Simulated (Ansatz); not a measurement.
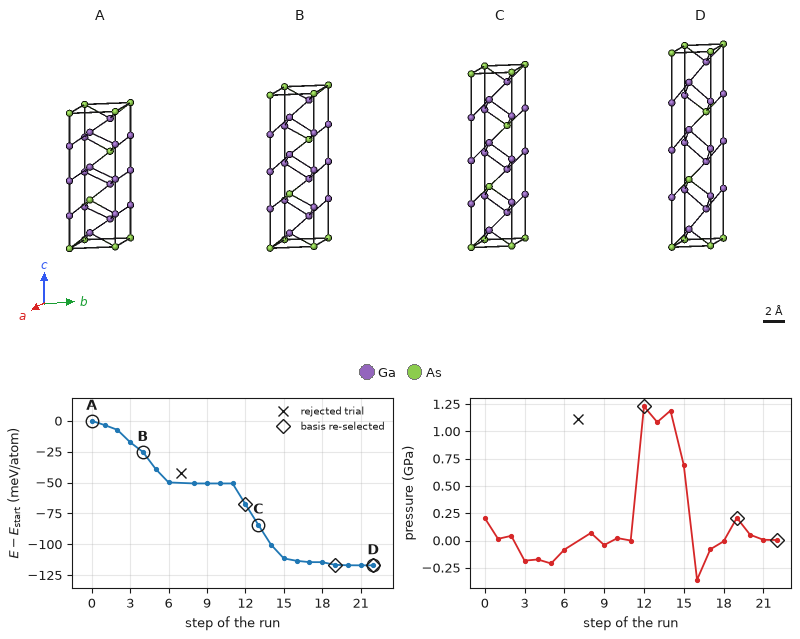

Frames of a relaxation of solid Ga$_{3}$As (a generated structure, set up in R-3m), marked on the history of the run. A ball-and-stick model of the conventional cell (3 times the calculation's cell), seen slightly off an axis. Lengths and directions refer to the drawn axes.

Level of theory: Ansatz 0.2.0, DFT PBE, scalar-relativistic, plane waves, PAW. (plane-wave cutoff 420 eV; k-point mesh 12 × 12 × 12; occupations gaussian; smearing width 0.1 eV; no spin polarisation; cell and atoms relaxed; force threshold 0.01 eV/Å; at most 80 steps)

What happens along the run?

Answer. Over 18 accepted moves (22 points after the start) the energy falls by 117 meV per atom. Largest force component: 0.14 eV/Å at the start, 0.00042 eV/Å at the end. Pressure: 0.21 GPa at the start and 0.00 GPa at the end. The line search rejected the trial step at point 7 of the run. The SCF was repeated 3 times at an unchanged geometry on a basis and grid sized afresh for the cell, which shifted the energy by 16.8 meV per atom at most. The largest moves relative to the cell, 0.27 Å, are those of Ga atoms. As stays in place. The volume changes by +2.5 %, with a = b 4.536 → 3.834 Å (−15.5 %), c 13.404 → 19.240 Å (+43.5 %). Near-neighbour distances that change, for instance: As–Ga 2.887 → 2.660 Å. Bond angles that change, for instance: Ga–Ga–Ga 107.6° → 86.0°, Ga–Ga–Ga 72.4° → 94.0°, Ga–Ga–As 74.3° → 90.8°. The space group stays R-3m (No. 166). Cost: 13 min on 1 thread of Intel(R) Xeon(R) Platinum 8259CL CPU @ 2.50GHz (Skylake/Cascade Lake), with other jobs on the host, peak memory 0.79 GiB. From step 0 to 4: Ga atoms move most (0.22 Å), volume +3.0 %, energy −25.2 meV per atom. From step 4 to 13: Ga atoms move most (0.09 Å), volume −2.9 %, energy −58.8 meV per atom. From step 13 to 22: Ga atoms move most (0.09 Å), volume +2.5 %, energy −33.0 meV per atom.

```
step  E − E(0), meV/atom  largest force component, eV/Å  pressure, GPa  volume, Å³/atom                      note
   0                0.00                         0.1411           0.21           19.905                          
   1               -3.38                         0.0545           0.02           19.997                          
   2               -7.25                         0.0480           0.04           20.122                          
   3              -17.30                         0.1244          -0.18           20.400                          
   4              -25.24                         0.1819          -0.17           20.493                          
   5              -39.06                         0.1353          -0.21           20.199                          
   6              -49.86                         0.0979          -0.08           19.899                          
   7              -42.48                         0.3563           1.11           19.773                  rejected
   8              -50.69                         0.0023           0.07           19.824                          
   9              -50.70                         0.0018          -0.04           19.868                          
  10              -50.70                         0.0038           0.02           19.862                          
  11              -50.70                         0.0001           0.00           19.863                          
  12              -67.48                         0.0008           1.23           19.863  same geometry, new basis
  13              -84.05                         0.0511           1.08           19.907                          
  14             -100.25                         0.0302           1.19           19.866                          
  15             -111.40                         0.0352           0.69           20.086                          
  16             -113.35                         0.1318          -0.36           20.327                          
  17             -114.43                         0.0031          -0.08           20.332                          
  18             -114.45                         0.0009          -0.01           20.305                          
  19             -116.61                         0.0004           0.21           20.305  same geometry, new basis
  20             -116.97                         0.0011           0.05           20.381                          
  21             -117.01                         0.0004           0.01           20.406                          
  22             -117.03                         0.0004           0.00           20.406  same geometry, new basis
```
